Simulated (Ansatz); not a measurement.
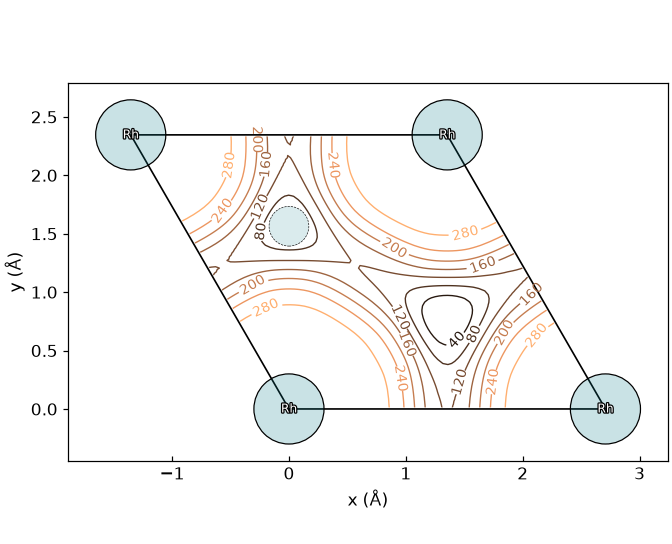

Energy landscape of H on a Rh(111) slab cut from the Fm-3m phase, its upper half relaxed before the scan (12 atoms of substrate and one adsorbate in a 2 × 2 cell). H is moved over the surface cell; relaxed at each place: the height of the adsorbate's atoms; substrate rigid; the origin of the map has the adsorbate above Rh9. Places are given modulo a cell vector. The map is drawn in real space over the plane of the surface. The scan uses a 6 × 6 grid; 10 points were computed and 26 follow by symmetry. Places are given in fractions of the 1 × 1 surface cell. Energies are in meV, from the lowest grid point. These are results of DFT PBE, scalar-relativistic, plane waves, PAW (Ansatz), not measurements. Settings: cutoff 420 eV, k-mesh 6×6×1, gaussian smearing 0.1 eV, no spin polarisation.

In the figure: contour lines labelled in meV, labelled circles for the atoms of the top layer and small ones for the second layer, the outline of one cell of the plane. Between grid points the surface is interpolated. 

### What does the map say about the system?

The lowest grid point is at a threefold hollow over a third-layer Rh atom, (4/6, 2/6) of the cell vectors. There is a further well near a threefold hollow over a second-layer Rh atom, (2/6, 4/6) of the cell vectors (41 meV above the lowest at that grid point). The highest grid point, (0/6, 1/6) of the cell vectors [nearest 1 Rh at 1.59 Å], lies 308 meV above the lowest. On the interpolated surface the easiest way out of the lowest well to the well at a threefold hollow over a second-layer Rh atom, (2/6, 4/6) of the cell vectors passes a barrier of about 120 meV. At the lowest point the adsorbate has 3 Rh at 1.86 Å as nearest neighbours, at the highest 1 Rh at 1.59 Å. Its relaxed height above the top atom is 1.00 Å at the lowest and 1.52 Å at the highest point.

The input of one point:

```yaml
crystal:
  lattice:
    - [5.4165863251, 0.0, 0.0]
    - [-2.7082931626, 4.6909013593, 0.0]
    - [0.0, 0.0, 19.796611923]
  atoms:
    - { symbol: Rh, position: [0.3333333333, 0.1666666667, 0.2020547766] }
    - { symbol: Rh, position: [0.3333333333, 0.6666666667, 0.2020547766] }
    - { symbol: Rh, position: [0.8333333333, 0.1666666667, 0.2020547766] }
    - { symbol: Rh, position: [0.8333333333, 0.6666666667, 0.2020547766] }
    - { symbol: Rh, position: [0.1666666667, 0.3333333333, 0.3106031937] }
    - { symbol: Rh, position: [0.1666666667, 0.8333333333, 0.3106031937] }
    - { symbol: Rh, position: [0.6666666667, 0.3333333333, 0.3106031937] }
    - { symbol: Rh, position: [0.6666666667, 0.8333333333, 0.3106031937] }
    - { symbol: Rh, position: [0.0, 0.0, 0.4190925172] }
    - { symbol: Rh, position: [0.0, 0.5, 0.4190925172] }
    - { symbol: Rh, position: [0.5, 0.0, 0.4190925172] }
    - { symbol: Rh, position: [0.5, 0.5, 0.4190925172] }
    - { symbol: H, position: [0.3333333333, 0.1666666667, 0.4504592925] }
basis:
  ecutwfc: 420
kpoints:
  mp_grid: { grid: [6, 6, 1] }
hamiltonian:
  xc: pbe
  pseudopotentials: { kind: paw, azcp: { folder: soft_1 } }
scf:
  occupations: { method: gaussian, width: 0.1 }
output:
  forces: true
  eigenvalues: true
relax:
  adjacent_minimum: "off"
  f_tol: 0.025
  max_steps: 16
  constraints:
    - { sites: [0, 1, 2, 3, 4, 5, 6, 7, 8, 9, 10, 11] }
    - { sites: [12], fix: xy }
efield:
  axis: 3
  dipole_correction: true
  ramp_width: 0.04
```

Time for the 10 points that were run: 20 min on 4 threads of Arm Neoverse N1 (shared host).
